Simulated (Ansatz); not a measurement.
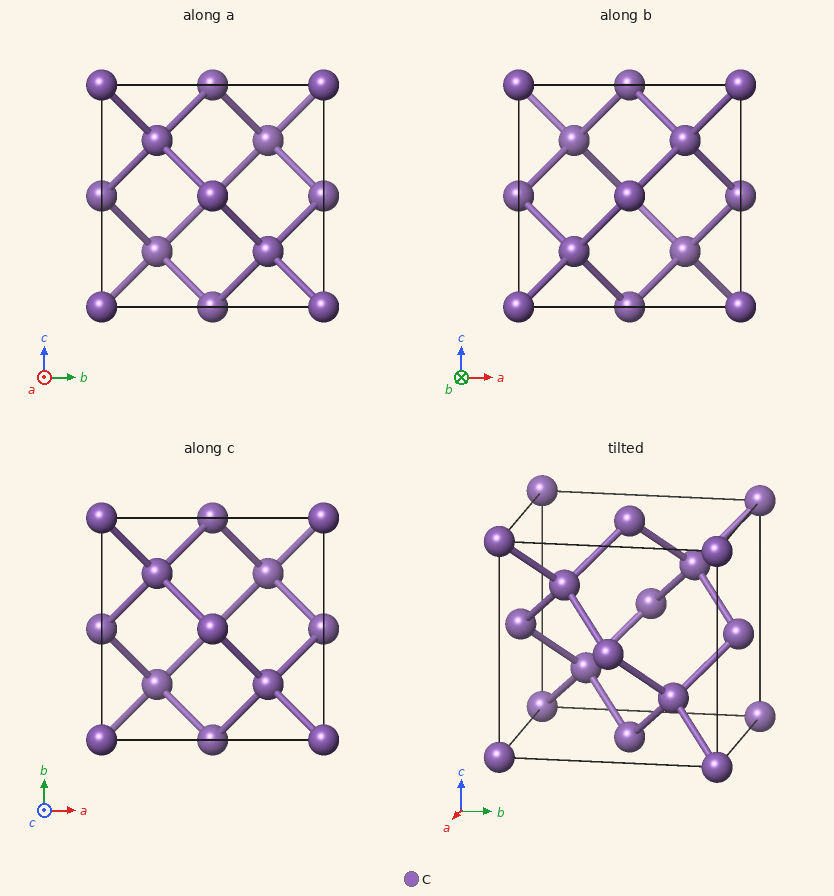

Ball-and-stick representation of a periodic structure, projected along the a axis, along the b axis, along the c axis and slightly off an axis. The conventional unit cell is drawn as a box.

Lattice parameters: a = 3.4178 Å, b = 3.4178 Å, c = 3.4178 Å, α = 90.000°, β = 90.000°, γ = 90.000°.

> Convert the drawing into a CIF in P1 with every atom of the cell.

```cif
data_structure
_symmetry_space_group_name_H-M 'P 1'
_symmetry_Int_Tables_number 1
_cell_length_a 3.4178
_cell_length_b 3.4178
_cell_length_c 3.4178
_cell_angle_alpha 90.000
_cell_angle_beta 90.000
_cell_angle_gamma 90.000
_cell_volume 39.93
loop_
_atom_site_label
_atom_site_type_symbol
_atom_site_fract_x
_atom_site_fract_y
_atom_site_fract_z
_atom_site_occupancy
C1 C 0.0000 0.0000 0.0000 1
C2 C 0.2500 0.7500 0.7500 1
C3 C 0.0000 0.5000 0.5000 1
C4 C 0.2500 0.2500 0.2500 1
C5 C 0.5000 0.0000 0.5000 1
C6 C 0.7500 0.7500 0.2500 1
C7 C 0.5000 0.5000 0.0000 1
C8 C 0.7500 0.2500 0.7500 1
```

Its origin is a structure type filled with this element by a generator (whether the element takes this form wasn't checked). Earlier steps of the study may have refined or changed the cell and positions. An electronic-structure calculation with Ansatz was run on it.
